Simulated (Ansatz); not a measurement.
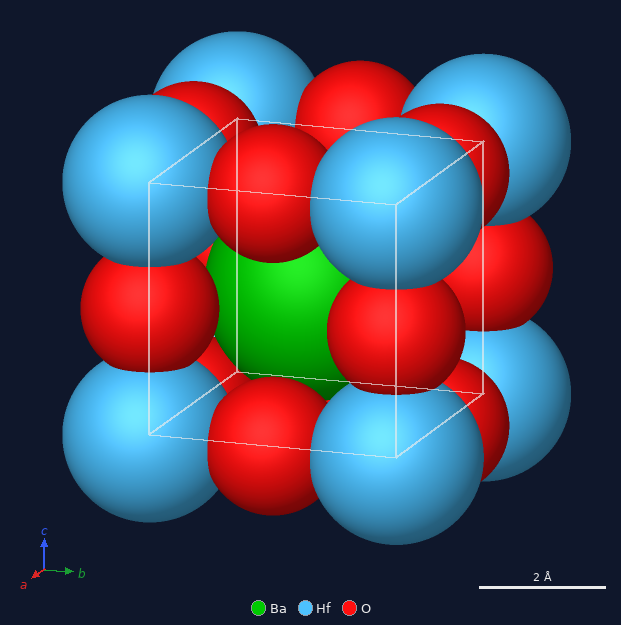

A space-filling picture of a crystal structure, seen slightly off an axis. The lines enclose the conventional unit cell; boundary atoms appear with their images.

BaHfO$_{3}$, space group Pm-3m (No. 221), a = 4.18 Å, b = 4.18 Å, c = 4.18 Å, α = 90.00°, β = 90.00°, γ = 90.00°.

Theory: DFT, HSE06, plane waves, PAW in Ansatz 0.2.0. Numerical settings: a cutoff energy of 420 eV, a 4×4×4 grid in reciprocal space, no spin polarisation.

What does the calculation say: metal or gapped?

Answer. An insulator at this level, with a gap of 5.18 eV, indirect; the smallest direct gap is 5.34 eV.

How far is the cell from zero pressure?

Answer. The computed pressure is -0.2 GPa (stretched: it would shrink).

The model was built from a structure listed in the Materials Project. Earlier steps of the study may have refined or changed the cell and positions. Ansatz was used for an electronic-structure calculation on it.
